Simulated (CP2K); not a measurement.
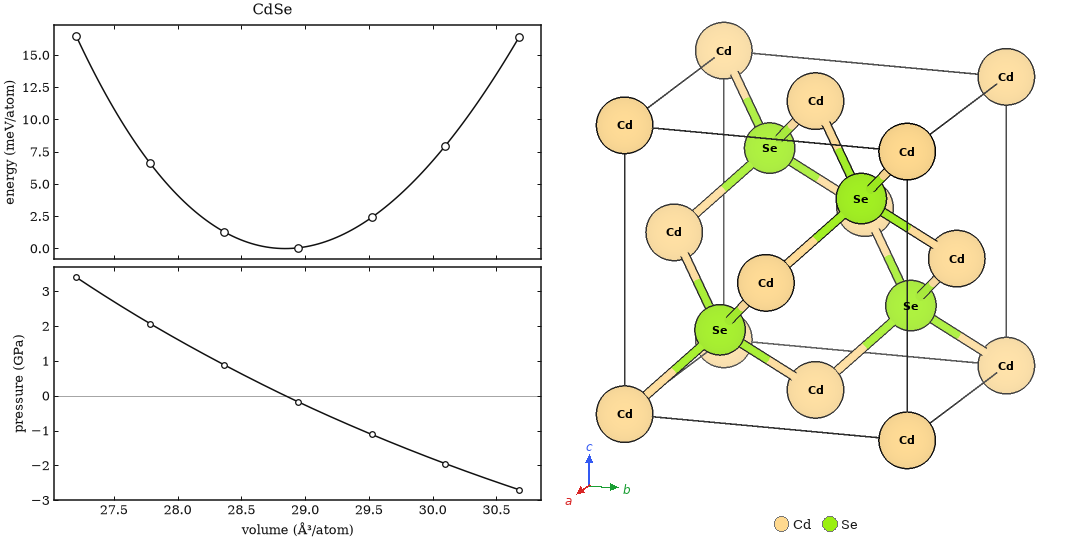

The figure shows the energy and pressure against volume for CdSe, space group F-43m (No. 216). The conventional cell is drawn beside the plot.

Cell as given: a = 4.342 Å, b = 4.342 Å, c = 4.342 Å, α = 60.00°, β = 60.00°, γ = 60.00°; 2 atoms.

Computed with CP2K 2026.2: DFT in Gaussian orbitals with a plane-wave density, no spin polarisation; energies at scaled volumes of the given cell, shape and fractions fixed, counted from the fit's minimum, third-order Birch-Murnaghan fit. Level: PBE with D4.

- k mesh: 8×8×8
- occupations: Fermi–Dirac
- smearing width: 0.0259 eV
- potentials: GTH PBE with UZH TZVP basis
- density cutoff: 6123 eV
- program settings: ngrids 5, basis sets Cd TZVP-MOLOPT-PBE-GTH-q12, basis sets Se TZVP-MOLOPT-PBE-GTH-q6, cutoff ry 450 Ry, rel cutoff ry 60 Ry

### How stiff is the solid, and where is its volume at rest?

A third-order Birch–Murnaghan fit gives V0 = 28.84 Å³/atom, B0 = 50.7 GPa and B′ = 4.8.

### How does the pressure vary with volume?

It falls from 3.40 GPa at volume 27.21 Å³/atom to −2.70 GPa at 30.68 Å³/atom, and changes sign near 28.85 Å³/atom.
